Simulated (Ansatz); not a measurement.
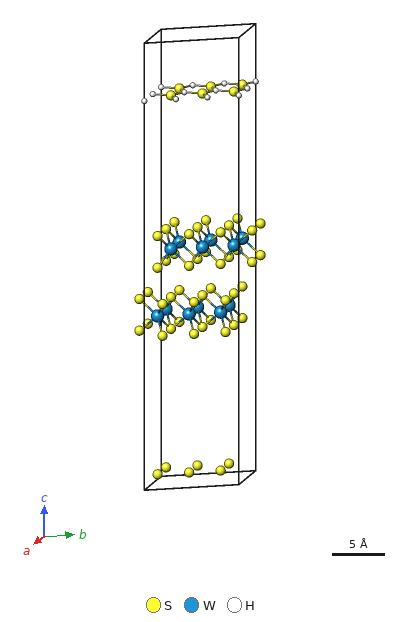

Fig. 1: The structure as given in the input (ball-and-stick view of the 2 × 3 repeat of the cell, with the vacuum cut short, seen slightly off an axis; bonded neighbours outside the cell are drawn too). An atom can appear more than once, as a periodic image.

**Single-point calculation, with input and output: W2HS6 (part 1 of 2)**

System: W2HS6 (slab, 9 atoms in the cell).
Method: DFT, PBEsol, plane waves, PAW, spin-polarised (Ansatz 0.2.0).

The structure derives from a Materials Project entry.

**Log**
```
Engine: ansatz 0.2.0, x86_64-unknown-linux-gnu
Pseudopotentials: kind: paw
Pseudopotential: S, paw, valence charge 6, recommended cutoff 420 eV (normal), S.paw.azcp
Pseudopotential: W, paw, valence charge 14, recommended cutoff 420 eV (normal), W.paw.azcp
Pseudopotential: H, paw, valence charge 1, recommended cutoff 420 eV (normal), H.paw.azcp
Functional definition: PBEsol
  exchange = pbesol_x
  correlation = pbesol_c
Crystal: 9 atoms, lattice volume = 485.600 Å³
Basis set: ecut = 420 eV, 9417 PW (Γ), exchange–correlation on 48×48×768 points (8 copies of the dense FFT grid, shifted against one another)
Bands: 42, of which v1, the nominal top of the filled ones, is band 33 counted from 1 (32 counted from 0)
Symmetry: 6 space group operations
k-points: 12 of 81 (time reversal used)
Non-local potential: S, projectors of the file, l = 0: 2, l = 1: 2, l = 2: 2
Non-local potential: W, projectors of the file, l = 0: 3, l = 1: 2, l = 2: 2, l = 3: 1
Non-local potential: H, projectors of the file, l = 0: 2, l = 1: 1
PAW form: soft (Blöchl's): semilocal exchange-correlation on the pseudo side does not see the compensation charge
PAW frozen core: S, regenerated for the run's functional, and the local potential with it (the file was generated under x = pbe(κ = 0.804, μ = 0.2195149727645171), c = pbe(β = 0.06672455060314922))
PAW frozen core: W, regenerated for the run's functional, and the local potential with it (the file was generated under x = pbe(κ = 0.804, μ = 0.2195149727645171), c = pbe(β = 0.06672455060314922))
PAW one-centre angular grid: S, 110 points (default); XC on 64 Gauss nodes
PAW one-centre angular grid: W, 590 points (default); XC on 64 Gauss nodes
PAW one-centre angular grid: H, 110 points (default); XC on 64 Gauss nodes
Starting moments: Σ|m| = 1 μB on 1 of 9 sites
Initial wavefunctions: pseudopotential atomic-orbital guess
Functional: x = pbesol(κ = 0.804, μ = 0.12345679012345678), c = pbesol(β = 0.046)
iter 1 solved again at ethr=1.73e-2 eV; its pass at ethr=1.00e-1 eV (dr2=1.13e1 eV) is discarded
SCF iter   1: F=—  HF=-25840.359499 eV  |F-HF|=—  |Δ(HF+E_count)|=         —  Δρ=1.43e-2 (↑1.43e-2 ↓1.40e-2)  dr2=1.13e1  dr2_m=2.28e-1  M=0.205 μB ∫|m|=0.227 μB  β_m=0.30  ethr=1.73e-2  p=-0.000 e·Å  D=-1.72e-7 V/Å  ΔV_dip=0.00 eV  dr2_dipole=1.67e1  V_vac-E_F(+/−)=6.60/6.60 eV  ⟨swp⟩=2.3  Hψ=4834  notcnv=0
efield: sawtooth ramp at fractional position 0.9582 (placed from the atoms, in the widest stretch of the axis that holds none; the zero of the levels goes with the place), width 0.0400; the density the first Hamiltonian is built on has a dipole p = -0.000 e·Å; the dipole correction subtracts the counter field D = -1.72e-7 V/Å, which shifts the + side's vacuum level by +0.00 eV against the − side's; the planar-averaged density in the ramp window peaks in size at 3.9e-7 e/Å³. `efield.ramp_position` is left out, and this cell has another vacuum in which the ramp fits: it would begin at 0.2544. With the ramp there the field meets the layers in another order: in general a different system, not this one with shifted levels. To fix the choice set `efield.ramp_position` to one of the two positions. That makes the deck a different calculation: no resume, pass or `ramp:` run of it reads a state saved before the change, this run's included, so run the changed deck from the start
preconditioner: auto → Resta (q_TF=auto, 1.951 Å⁻¹)  ε∞=2.9  [insulator: Δε(μ)=0.062 eV  Ē_g=8.471 eV  σ=0.050 eV  W_gap=0.54  n_scr=34 (ndim 8)  ℏωp=11.8 eV  f_vac=0.627  D(μ)=4.78/eV (n_scr^D=24)  ε∞_Penn≈2.9  vacuum switching on, ρ_ref=5.2e-3 e/Å³]
spin=Collinear: Resta preconditioning applied to the charge; magnetization (m = ρ↑ − ρ↓) channel mixes plain (no charge-response kernel on spin).
SCF iter   2: F=—  HF=-26313.070627 eV  |F-HF|=—  |Δ(HF+E_count)|=    4.73e2  Δρ=1.06e-1 (↑1.06e-1 ↓1.02e-1)  dr2=6.38e4  dr2_m=2.92e-1  M=0.271 μB ∫|m|=0.328 μB  β_m=0.30  ethr=1.73e-2  p=-2.542 e·Å  D=-9.47e-1 V/Å  ΔV_dip=53.68 eV  dr2_dipole=9.82e4  V_vac-E_F(+/−)=40.94/-12.74 eV  ⟨swp⟩=13.4  Hψ=5656  notcnv=0  defer=1  κ⁻¹=1.0e0(r=1)
preconditioner: auto → LDOS  [metal: Δε(μ)=0.047 eV  Ē_g=7.988 eV  σ=0.050 eV  W_gap=0.48  n_scr=34 (ndim 8)  ℏωp=11.1 eV  f_vac=0.624  D(μ)=1.80/eV (n_scr^D=14)]
spin=Collinear: LDOS preconditioning applied to the charge; magnetization (m = ρ↑ − ρ↓) channel mixes plain (no charge-response kernel on spin).
SCF iter   3: F=—  HF=-25908.612074 eV  |F-HF|=—  |Δ(HF+E_count)|=    4.04e2  Δρ=5.47e-2 (↑5.47e-2 ↓5.13e-2)  dr2=5.20e3  dr2_m=1.37e-1  M=0.048 μB ∫|m|=0.067 μB  β_m=0.30  ethr=1.73e-2  p=-0.788 e·Å  D=-2.94e-1 V/Å  ΔV_dip=16.64 eV  dr2_dipole=6.06e3  V_vac-E_F(+/−)=20.53/3.91 eV  ⟨swp⟩=12.0  Hψ=4796  notcnv=0  defer=1  κ⁻¹=1.5e-2(r=2)
SCF iter   4: F=—  HF=-25830.481245 eV  |F-HF|=—  |Δ(HF+E_count)|=    7.81e1  Δρ=3.20e-2 (↑3.09e-2 ↓3.20e-2)  dr2=1.54e3  dr2_m=2.79e-2  M=0.469 μB ∫|m|=0.471 μB  β_m=0.30  ethr=1.73e-2  p=-0.010 e·Å  D=-3.82e-3 V/Å  ΔV_dip=0.22 eV  dr2_dipole=2.40e3  V_vac-E_F(+/−)=5.11/4.87 eV  ⟨swp⟩=5.9  Hψ=2644  notcnv=0  defer=4  κ⁻¹=1.7e-4(r=3)
SCF iter   5: F=—  HF=-25831.520928 eV  |F-HF|=—  |Δ(HF+E_count)|=    1.04e0  Δρ=2.30e-2 (↑2.30e-2 ↓2.11e-2)  dr2=5.97e2  dr2_m=2.83e-2  M=0.005 μB ∫|m|=0.199 μB  β_m=0.30  ethr=1.73e-2  p=0.106 e·Å  D=3.94e-2 V/Å  ΔV_dip=-2.23 eV  dr2_dipole=1.13e3  V_vac-E_F(+/−)=4.20/6.43 eV  ⟨swp⟩=4.3  Hψ=2161  notcnv=0  defer=22  κ⁻¹=9.8e-6(r=4)
SCF iter   6: F=—  HF=-25836.685443 eV  |F-HF|=—  |Δ(HF+E_count)|=    5.16e0  Δρ=1.18e-2 (↑1.18e-2 ↓1.15e-2)  dr2=1.23e2  dr2_m=1.65e-2  M=0.153 μB ∫|m|=0.162 μB  β_m=0.66  ethr=1.73e-2  p=0.019 e·Å  D=7.02e-3 V/Å  ΔV_dip=-0.40 eV  dr2_dipole=2.42e2  V_vac-E_F(+/−)=4.85/5.25 eV  ⟨swp⟩=4.4  Hψ=2152  notcnv=0  defer=5
Mixer restart at iter 6: flushing history
spin-set hold released at iteration 6 (site moments contracting): the magnetisation degrees of freedom join the quasi-Newton model from the next iteration; the mixer history was flushed
SCF iter   7: F=—  HF=-28258.958613 eV  |F-HF|=—  |Δ(HF+E_count)|=    2.42e3  Δρ=2.26e-1 (↑2.26e-1 ↓2.26e-1)  dr2=2.65e5  dr2_m=4.79e-3  M=0.108 μB ∫|m|=0.241 μB  β_m=0.05  ethr=1.73e-2  p=3.643 e·Å  D=1.36e0 V/Å  ΔV_dip=-76.92 eV  dr2_dipole=2.93e5  V_vac-E_F(+/−)=-22.07/54.85 eV  ⟨swp⟩=16.0  Hψ=7009  notcnv=0  recentre
density mixer auto → msr1: a metal under ldos (density of states about μ 0.48 of a free-electron gas's, 34 screened modes)
SCF iter   8: F=—  HF=-25866.040199 eV  |F-HF|=—  |Δ(HF+E_count)|=    2.39e3  Δρ=3.15e-2 (↑3.10e-2 ↓3.15e-2)  dr2=1.85e3  dr2_m=2.18e-2  M=-0.036 μB ∫|m|=0.165 μB  β_m=0.03  ethr=1.73e-2  p=0.314 e·Å  D=1.17e-1 V/Å  ΔV_dip=-6.63 eV  dr2_dipole=1.87e3  V_vac-E_F(+/−)=5.85/12.44 eV  ⟨swp⟩=14.5  Hψ=9111  notcnv=0  defer=14
SCF iter   9: F=—  HF=-25855.418644 eV  |F-HF|=—  |Δ(HF+E_count)|=    1.06e1  Δρ=3.06e-2 (↑3.03e-2 ↓3.06e-2)  dr2=1.78e3  dr2_m=2.05e-2  M=0.001 μB ∫|m|=0.075 μB  β_m=0.01  ethr=1.73e-2  p=0.133 e·Å  D=4.96e-2 V/Å  ΔV_dip=-2.81 eV  dr2_dipole=1.80e3  V_vac-E_F(+/−)=7.13/9.92 eV  ⟨swp⟩=4.4  Hψ=2198  notcnv=0  defer=2
SCF iter  10: F=—  HF=-25841.384072 eV  |F-HF|=—  |Δ(HF+E_count)|=    1.40e1  Δρ=2.16e-2 (↑2.15e-2 ↓2.16e-2)  dr2=6.90e2  dr2_m=2.24e-2  M=-0.072 μB ∫|m|=0.151 μB  β_m=0.04  ethr=1.73e-2  p=0.092 e·Å  D=3.41e-2 V/Å  ΔV_dip=-1.93 eV  dr2_dipole=9.40e2  V_vac-E_F(+/−)=4.05/5.97 eV  ⟨swp⟩=3.9  Hψ=2129  notcnv=0  defer=23
SCF iter  11: F=—  HF=-25840.419589 eV  |F-HF|=—  |Δ(HF+E_count)|=   9.64e-1  Δρ=1.25e-2 (↑8.91e-3 ↓1.25e-2)  dr2=7.24e1  dr2_m=4.90e-2  M=0.408 μB ∫|m|=0.480 μB  β_m=0.08  ethr=1.73e-2  p=0.015 e·Å  D=5.50e-3 V/Å  ΔV_dip=-0.31 eV  dr2_dipole=1.38e2  V_vac-E_F(+/−)=5.76/6.07 eV  ⟨swp⟩=4.3  Hψ=2016  notcnv=0  defer=6
SCF iter  12: F=—  HF=-25840.939954 eV  |F-HF|=—  |Δ(HF+E_count)|=   5.20e-1  Δρ=1.11e-2 (↑1.02e-2 ↓1.11e-2)  dr2=9.27e1  dr2_m=1.69e-2  M=0.083 μB ∫|m|=0.096 μB  β_m=0.06  ethr=1.73e-2  p=0.032 e·Å  D=1.19e-2 V/Å  ΔV_dip=-0.68 eV  dr2_dipole=1.83e2  V_vac-E_F(+/−)=5.81/6.49 eV  ⟨swp⟩=3.1  Hψ=2012  notcnv=0
SCF iter  13: F=—  HF=-25842.554686 eV  |F-HF|=—  |Δ(HF+E_count)|=    1.61e0  Δρ=1.61e-2 (↑1.54e-2 ↓1.61e-2)  dr2=3.17e2  dr2_m=1.47e-2  M=0.019 μB ∫|m|=0.080 μB  β_m=0.03  ethr=1.73e-2  p=0.106 e·Å  D=3.95e-2 V/Å  ΔV_dip=-2.24 eV  dr2_dipole=5.27e2  V_vac-E_F(+/−)=5.01/7.25 eV  ⟨swp⟩=2.1  Hψ=2016  notcnv=0  recentre
SCF iter  14: F=—  HF=-25840.380466 eV  |F-HF|=—  |Δ(HF+E_count)|=    2.17e0  Δρ=8.20e-3 (↑7.43e-3 ↓8.20e-3)  dr2=3.57e1  dr2_m=1.53e-2  M=0.043 μB ∫|m|=0.079 μB  β_m=0.02  ethr=1.73e-2  p=0.006 e·Å  D=2.06e-3 V/Å  ΔV_dip=-0.12 eV  dr2_dipole=6.95e1  V_vac-E_F(+/−)=6.63/6.77 eV  ⟨swp⟩=2.1  Hψ=1983  notcnv=0
SCF iter  15: F=—  HF=-25840.466186 eV  |F-HF|=—  |Δ(HF+E_count)|=   8.57e-2  Δρ=7.41e-3 (↑6.21e-3 ↓7.41e-3)  dr2=2.90e1  dr2_m=1.66e-2  M=0.060 μB ∫|m|=0.359 μB  β_m=0.04  ethr=1.73e-2  p=-0.086 e·Å  D=-3.20e-2 V/Å  ΔV_dip=1.81 eV  dr2_dipole=5.90e1  V_vac-E_F(+/−)=7.91/6.14 eV  ⟨swp⟩=2.0  Hψ=2016  notcnv=0
SCF iter  16: F=—  HF=-25840.205222 eV  |F-HF|=—  |Δ(HF+E_count)|=   2.61e-1  Δρ=7.24e-3 (↑5.98e-3 ↓7.24e-3)  dr2=2.81e1  dr2_m=1.56e-2  M=0.063 μB ∫|m|=0.361 μB  β_m=0.06  ethr=1.73e-2  p=-0.056 e·Å  D=-2.09e-2 V/Å  ΔV_dip=1.19 eV  dr2_dipole=5.73e1  V_vac-E_F(+/−)=7.74/6.59 eV  ⟨swp⟩=2.0  Hψ=1872  notcnv=0
SCF iter  17: F=—  HF=-25840.706530 eV  |F-HF|=—  |Δ(HF+E_count)|=   5.01e-1  Δρ=9.16e-3 (↑7.87e-3 ↓9.16e-3)  dr2=8.13e1  dr2_m=9.48e-3  M=0.033 μB ∫|m|=0.085 μB  β_m=0.03  ethr=1.73e-2  p=0.061 e·Å  D=2.29e-2 V/Å  ΔV_dip=-1.30 eV  dr2_dipole=1.60e2  V_vac-E_F(+/−)=5.87/7.19 eV  ⟨swp⟩=2.6  Hψ=2030  notcnv=0  defer=9  recentre
SCF iter  18: F=—  HF=-25840.027810 eV  |F-HF|=—  |Δ(HF+E_count)|=   6.79e-1  Δρ=5.40e-3 (↑5.04e-3 ↓5.40e-3)  dr2=1.04e1  dr2_m=6.73e-3  M=0.134 μB ∫|m|=0.162 μB  β_m=0.02  ethr=1.73e-2  p=-0.027 e·Å  D=-1.01e-2 V/Å  ΔV_dip=0.57 eV  dr2_dipole=2.12e1  V_vac-E_F(+/−)=7.58/7.04 eV  ⟨swp⟩=2.8  Hψ=1978  notcnv=0  defer=4
SCF iter  19: F=—  HF=-25840.726878 eV  |F-HF|=—  |Δ(HF+E_count)|=   6.99e-1  Δρ=1.04e-2 (↑1.01e-2 ↓1.04e-2)  dr2=1.27e2  dr2_m=6.30e-3  M=0.006 μB ∫|m|=0.047 μB  β_m=0.01  ethr=1.61e-2  p=0.054 e·Å  D=2.00e-2 V/Å  ΔV_dip=-1.13 eV  dr2_dipole=2.39e2  V_vac-E_F(+/−)=6.40/7.55 eV  ⟨swp⟩=2.4  Hψ=2006  notcnv=0  defer=2  recentre
SCF iter  20: F=—  HF=-25840.351185 eV  |F-HF|=—  |Δ(HF+E_count)|=   3.76e-1  Δρ=8.07e-3 (↑7.50e-3 ↓8.07e-3)  dr2=7.65e1  dr2_m=5.50e-3  M=0.099 μB ∫|m|=0.105 μB  β_m=0.03  ethr=1.61e-2  p=-0.065 e·Å  D=-2.41e-2 V/Å  ΔV_dip=1.37 eV  dr2_dipole=1.55e2  V_vac-E_F(+/−)=8.14/6.81 eV  ⟨swp⟩=2.8  Hψ=2005  notcnv=0  defer=9
SCF iter  21: F=—  HF=-25840.188362 eV  |F-HF|=—  |Δ(HF+E_count)|=   1.63e-1  Δρ=5.86e-3 (↑5.36e-3 ↓5.86e-3)  dr2=3.04e1  dr2_m=4.33e-3  M=0.070 μB ∫|m|=0.078 μB  β_m=0.02  ethr=1.61e-2  p=0.014 e·Å  D=5.33e-3 V/Å  ΔV_dip=-0.30 eV  dr2_dipole=6.03e1  V_vac-E_F(+/−)=7.11/7.43 eV  ⟨swp⟩=2.3  Hψ=1991  notcnv=0  defer=1
SCF iter  22: F=—  HF=-25840.065369 eV  |F-HF|=—  |Δ(HF+E_count)|=   1.23e-1  Δρ=4.50e-3 (↑4.13e-3 ↓4.50e-3)  dr2=1.61e1  dr2_m=3.75e-3  M=0.048 μB ∫|m|=0.071 μB  β_m=0.04  ethr=1.61e-2  p=0.003 e·Å  D=1.07e-3 V/Å  ΔV_dip=-0.06 eV  dr2_dipole=3.17e1  V_vac-E_F(+/−)=7.38/7.47 eV  ⟨swp⟩=2.0  Hψ=1858  notcnv=0
SCF iter  23: F=—  HF=-25840.229324 eV  |F-HF|=—  |Δ(HF+E_count)|=   1.64e-1  Δρ=7.90e-3 (↑7.16e-3 ↓7.90e-3)  dr2=7.48e1  dr2_m=2.47e-3  M=0.088 μB ∫|m|=0.093 μB  β_m=0.09  ethr=1.61e-2  p=-0.039 e·Å  D=-1.44e-2 V/Å  ΔV_dip=0.82 eV  dr2_dipole=1.51e2  V_vac-E_F(+/−)=7.95/7.17 eV  ⟨swp⟩=2.0  Hψ=1623  notcnv=0  recentre
SCF iter  24: F=—  HF=-25840.130638 eV  |F-HF|=—  |Δ(HF+E_count)|=   9.87e-2  Δρ=4.65e-3 (↑4.35e-3 ↓4.65e-3)  dr2=2.17e1  dr2_m=2.13e-3  M=0.085 μB ∫|m|=0.088 μB  β_m=0.16  ethr=1.61e-2  p=0.017 e·Å  D=6.49e-3 V/Å  ΔV_dip=-0.37 eV  dr2_dipole=4.32e1  V_vac-E_F(+/−)=7.03/7.42 eV  ⟨swp⟩=2.1  Hψ=1613  notcnv=0
SCF iter  25: F=—  HF=-25840.081432 eV  |F-HF|=—  |Δ(HF+E_count)|=   4.92e-2  Δρ=4.02e-3 (↑3.58e-3 ↓4.02e-3)  dr2=1.66e1  dr2_m=1.82e-3  M=0.048 μB ∫|m|=0.062 μB  β_m=0.16  ethr=1.61e-2  p=0.014 e·Å  D=5.05e-3 V/Å  ΔV_dip=-0.29 eV  dr2_dipole=3.31e1  V_vac-E_F(+/−)=6.93/7.23 eV  ⟨swp⟩=2.0  Hψ=1978  notcnv=0
SCF iter  26: F=—  HF=-25839.998975 eV  |F-HF|=—  |Δ(HF+E_count)|=   8.25e-2  Δρ=2.05e-3 (↑2.05e-3 ↓1.82e-3)  dr2=2.92e0  dr2_m=2.71e-3  M=0.196 μB ∫|m|=0.197 μB  β_m=0.36  ethr=1.61e-2  p=0.003 e·Å  D=1.25e-3 V/Å  ΔV_dip=-0.07 eV  dr2_dipole=5.66e0  V_vac-E_F(+/−)=7.00/7.08 eV  ⟨swp⟩=2.0  Hψ=1821  notcnv=0
SCF iter  27: F=—  HF=-25839.996059 eV  |F-HF|=—  |Δ(HF+E_count)|=   2.92e-3  Δρ=3.03e-3 (↑2.43e-3 ↓3.03e-3)  dr2=8.88e0  dr2_m=1.17e-3  M=0.194 μB ∫|m|=0.196 μB  β_m=0.25  ethr=4.49e-3  p=0.010 e·Å  D=3.84e-3 V/Å  ΔV_dip=-0.22 eV  dr2_dipole=1.78e1  V_vac-E_F(+/−)=6.90/7.12 eV  ⟨swp⟩=2.2  Hψ=1896  notcnv=0  defer=3  recentre
SCF iter  28: F=—  HF=-25840.002244 eV  |F-HF|=—  |Δ(HF+E_count)|=   6.19e-3  Δρ=2.43e-3 (↑2.28e-3 ↓2.43e-3)  dr2=6.02e0  dr2_m=1.61e-3  M=0.208 μB ∫|m|=0.211 μB  β_m=0.24  ethr=4.49e-3  p=0.008 e·Å  D=2.92e-3 V/Å  ΔV_dip=-0.17 eV  dr2_dipole=1.18e1  V_vac-E_F(+/−)=6.88/7.05 eV  ⟨swp⟩=2.2  Hψ=1963  notcnv=0  defer=2
SCF iter  29: F=—  HF=-25840.089256 eV  |F-HF|=—  |Δ(HF+E_count)|=   8.70e-2  Δρ=3.04e-3 (↑2.87e-3 ↓3.04e-3)  dr2=9.87e0  dr2_m=8.15e-3  M=0.330 μB ∫|m|=0.332 μB  β_m=0.18  ethr=4.49e-3  p=0.008 e·Å  D=2.96e-3 V/Å  ΔV_dip=-0.17 eV  dr2_dipole=5.46e0  V_vac-E_F(+/−)=6.77/6.93 eV  ⟨swp⟩=2.2  Hψ=1991  notcnv=0  defer=5
SCF iter  30: F=—  HF=-25839.977313 eV  |F-HF|=—  |Δ(HF+E_count)|=   1.12e-1  Δρ=2.38e-3 (↑2.38e-3 ↓1.20e-3)  dr2=1.58e0  dr2_m=9.59e-3  M=0.435 μB ∫|m|=0.435 μB  β_m=0.38  ethr=4.49e-3  p=0.002 e·Å  D=6.01e-4 V/Å  ΔV_dip=-0.03 eV  dr2_dipole=1.47e0  V_vac-E_F(+/−)=6.95/6.99 eV  ⟨swp⟩=2.5  Hψ=1923  notcnv=0
SCF iter  31: F=—  HF=-25839.975631 eV  |F-HF|=—  |Δ(HF+E_count)|=   1.68e-3  Δρ=1.75e-3 (↑1.75e-3 ↓1.59e-3)  dr2=1.91e-1  dr2_m=1.07e-2  M=0.504 μB ∫|m|=0.505 μB  β_m=0.25  ethr=2.43e-3  p=0.006 e·Å  D=2.33e-3 V/Å  ΔV_dip=-0.13 eV  dr2_dipole=3.31e-1  V_vac-E_F(+/−)=6.91/7.05 eV  ⟨swp⟩=2.0  Hψ=1811  notcnv=0
SCF iter  32: F=—  HF=-25839.984011 eV  |F-HF|=—  |Δ(HF+E_count)|=   8.38e-3  Δρ=1.75e-3 (↑1.75e-3 ↓1.66e-3)  dr2=2.35e-1  dr2_m=1.19e-2  M=0.614 μB ∫|m|=0.616 μB  β_m=0.49  ethr=2.93e-4  p=0.007 e·Å  D=2.76e-3 V/Å  ΔV_dip=-0.16 eV  dr2_dipole=4.23e-1  V_vac-E_F(+/−)=6.90/7.06 eV  ⟨swp⟩=2.1  Hψ=1802  notcnv=0
SCF iter  33: F=—  HF=-25840.074918 eV  |F-HF|=—  |Δ(HF+E_count)|=   9.09e-2  Δρ=2.32e-3 (↑2.18e-3 ↓2.32e-3)  dr2=5.84e0  dr2_m=5.12e-3  M=0.670 μB ∫|m|=0.674 μB  β_m=0.21  ethr=2.93e-4  p=0.010 e·Å  D=3.63e-3 V/Å  ΔV_dip=-0.21 eV  dr2_dipole=7.78e-1  V_vac-E_F(+/−)=6.75/6.96 eV  ⟨swp⟩=2.8  Hψ=1907  notcnv=0  defer=3  recentre
SCF iter  34: F=—  HF=-25840.018230 eV  |F-HF|=—  |Δ(HF+E_count)|=   5.67e-2  Δρ=1.54e-3 (↑1.54e-3 ↓1.40e-3)  dr2=6.83e-2  dr2_m=8.42e-3  M=0.732 μB ∫|m|=0.735 μB  β_m=0.33  ethr=2.93e-4  p=0.004 e·Å  D=1.52e-3 V/Å  ΔV_dip=-0.09 eV  dr2_dipole=2.66e-3  V_vac-E_F(+/−)=6.98/7.07 eV  ⟨swp⟩=4.2  Hψ=2094  notcnv=0  defer=2
SCF iter  35: F=—  HF=-25840.560539 eV  |F-HF|=—  |Δ(HF+E_count)|=   5.42e-1  Δρ=1.01e-2 (↑8.25e-3 ↓1.01e-2)  dr2=1.51e2  dr2_m=2.17e-2  M=1.094 μB ∫|m|=1.099 μB  β_m=0.22  ethr=1.05e-4  p=0.004 e·Å  D=1.45e-3 V/Å  ΔV_dip=-0.08 eV  dr2_dipole=3.25e0  V_vac-E_F(+/−)=7.27/7.36 eV  ⟨swp⟩=3.6  Hψ=2188  notcnv=0  defer=8  recentre
SCF iter  36: F=—  HF=-25840.054395 eV  |F-HF|=—  |Δ(HF+E_count)|=   5.06e-1  Δρ=2.05e-3 (↑2.05e-3 ↓1.71e-3)  dr2=4.07e0  dr2_m=3.68e-3  M=0.792 μB ∫|m|=0.797 μB  β_m=0.25  ethr=1.05e-4  p=0.009 e·Å  D=3.29e-3 V/Å  ΔV_dip=-0.19 eV  dr2_dipole=7.25e-2  V_vac-E_F(+/−)=6.76/6.94 eV  ⟨swp⟩=4.2  Hψ=2353  notcnv=0  defer=5
SCF iter  37: F=—  HF=-25840.033252 eV  |F-HF|=—  |Δ(HF+E_count)|=   2.11e-2  Δρ=1.57e-3 (↑6.63e-4 ↓1.57e-3)  dr2=4.65e-1  dr2_m=4.01e-3  M=1.023 μB ∫|m|=1.028 μB  β_m=0.10  ethr=1.05e-4  p=0.006 e·Å  D=2.14e-3 V/Å  ΔV_dip=-0.12 eV  dr2_dipole=8.82e-1  V_vac-E_F(+/−)=6.80/6.93 eV  ⟨swp⟩=3.8  Hψ=2182  notcnv=0  defer=2
SCF iter  38: F=—  HF=-25840.039486 eV  |F-HF|=—  |Δ(HF+E_count)|=   6.23e-3  Δρ=1.29e-3 (↑1.29e-3 ↓9.64e-4)  dr2=2.05e-1  dr2_m=2.37e-3  M=1.027 μB ∫|m|=1.035 μB  β_m=0.22  ethr=1.05e-4  p=-0.004 e·Å  D=-1.48e-3 V/Å  ΔV_dip=0.08 eV  dr2_dipole=3.24e-1  V_vac-E_F(+/−)=6.77/6.69 eV  ⟨swp⟩=3.1  Hψ=1906  notcnv=0  defer=2
```
